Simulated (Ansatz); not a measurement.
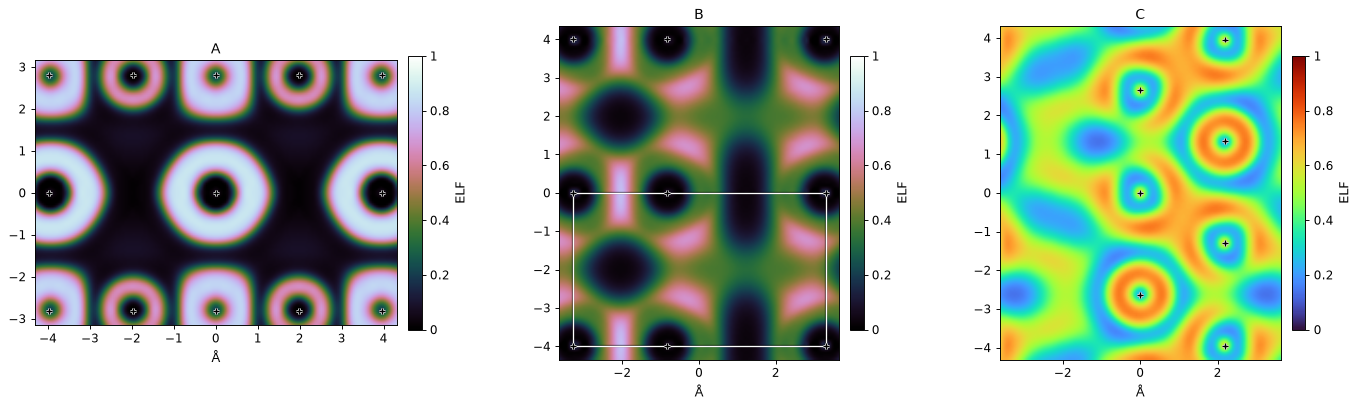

The ELF of 3 systems, each on a plane through atoms (crosses mark nuclei in the plane).

Computed with DFT PBEsol, scalar-relativistic, plane waves, PAW in Ansatz.

System 1: Si$_{2}$Mo, the (110) plane of the conventional cell. Space group P6₂22; a structure from a database of computed crystals, not necessarily the ambient phase; computed without spin polarisation.

```xyz
9
Lattice="4.5744 0.0000 0.0000 -2.2872 3.9616 0.0000 0.0000 0.0000 6.5666" Properties=species:S:1:pos:R:3 pbc="T T T"
Si   -1.1607    3.3112    5.4721
Si    1.1265    0.6504    1.0944
Si    2.2872    2.6608    3.2833
Si    3.4480    0.6504    5.4721
Si    1.1607    3.3112    1.0944
Si    0.0000    1.3007    3.2833
Mo    2.2872    0.0000    3.2833
Mo   -1.1436    1.9808    1.0944
Mo    1.1436    1.9808    5.4721
```

System 2: Ge, the (11̄0) plane of the conventional cell. Space group P6₃/mmc; a structure from a database of computed crystals, not necessarily the ambient phase.

```
Ge
1.0
     3.99864    0.00000    0.00000
    -1.99932    3.46292    0.00000
     0.00000    0.00000    6.59206
Ge
4
Direct
  0.66667 0.33333 0.06278
  0.33333 0.66667 0.56278
  0.66667 0.33333 0.43722
  0.33333 0.66667 0.93722
```

System 3: BaTiO$_{3}$, the (11̄0) plane of the conventional cell. Space group Pm-3m; computed without spin polarisation.

```
Ba Ti O
1.0
     3.96986    0.00000    0.00000
     0.00000    3.96986    0.00000
     0.00000    0.00000    3.96989
Ba Ti O
1 1 3
Direct
  0.00000 0.00000 0.00000
  0.50000 0.50000 0.50000
  0.50000 0.50000 0.00000
  0.50000 0.00000 0.50000
  0.00000 0.50000 0.50000
```

> Match each panel to its system.

Panel A is system 3, BaTiO$_{3}$: the plane holds Ba, Ti and O. Ti–O (1.98 Å): the ELF peaks at about 0.85 in the valence shell of O, 0.6 Å from its nucleus, and is about 0.20 at the midpoint; no shared electron pair shows on this line. Panel B is system 2, Ge: the plane holds Ge. Ge–Ge (2.47 Å): the ELF peaks at about 0.75 between the atoms. Panel C is system 1, Si$_{2}$Mo: the plane holds Si and Mo. Si–Si (2.55 Å): the ELF peaks at about 0.70 between the atoms.
